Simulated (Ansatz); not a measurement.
InP (slab)

```xyz
8
Lattice="4.1565 0.0000 0.0000 -2.0783 3.5996 0.0000 0.0000 0.0000 26.0298" Properties=species:S:1:pos:R:3 pbc="T T T"
P     0.0000    0.0000    7.5000
In    0.0000    2.3998    8.3485
P     0.0000    2.3998   10.8937
In    2.0783    1.1999   11.7423
P     2.0783    1.1999   14.2875
In    0.0000    0.0000   15.1360
P     0.0000    0.0000   17.6812
In    0.0000    2.3998   18.5298
```

Not relaxed (largest force 0.5 eV/Å).

Level of theory: Ansatz 0.2.0, DFT PBEsol, scalar-relativistic, plane waves, PAW.

The density is the valence pseudo-density of a PAW calculation; it isn't the true density close to the nuclei.

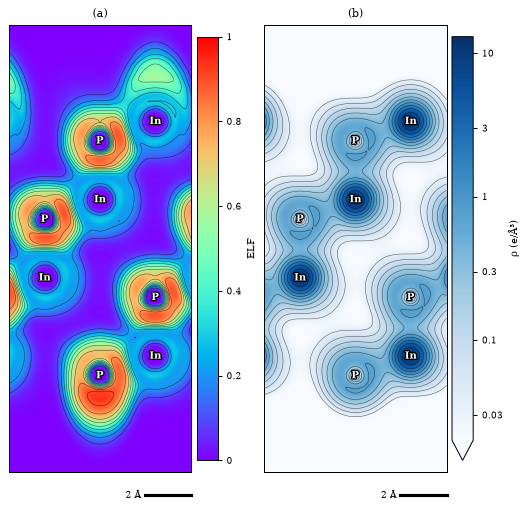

Figure 1. (a) electron localisation function; (b) valence pseudo-density on the (110) plane of the calculation cell, a cut from vacuum to vacuum.

### Read the bonding off the picture.

- Atoms in the plane: P and In.
- In–P (2.55 Å): ρ is about 0.43 e/Å³ halfway; the ELF peaks at about 0.90 in the valence shell of P, 0.8 Å from its nucleus, and is about 0.50 at the midpoint.
- The density dies away to nearly zero in the vacuum.
- The ELF also peaks beside P, away from the bonds: lone-pair regions.

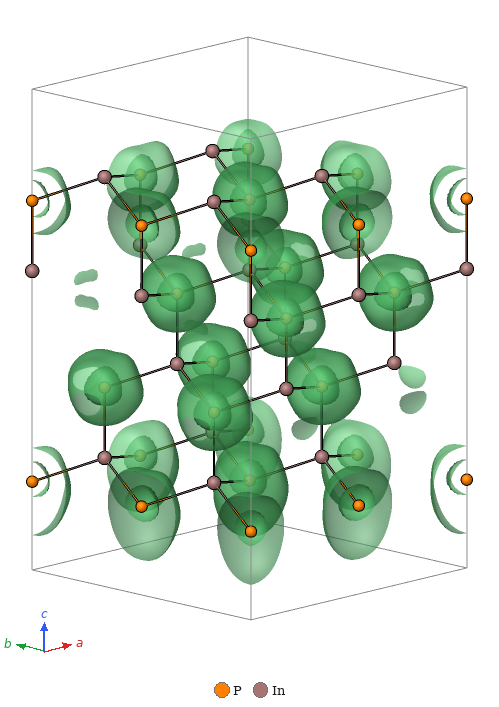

Figure 2. Isosurface of the ELF at 0.65 (green), seen at an oblique angle. Core shells and regions of very low density are left out. Sticks mark near contacts.

### Describe the localisation domains.

At this value the surface marks out four regions wrapped around P (the valence shell of each), counted in one cell of 8 atoms. Counts are for one cell; the picture repeats the cell along the surface.

### Does the calculation give a band gap?

It is metallic or semimetallic at this level of theory: no gap opens.
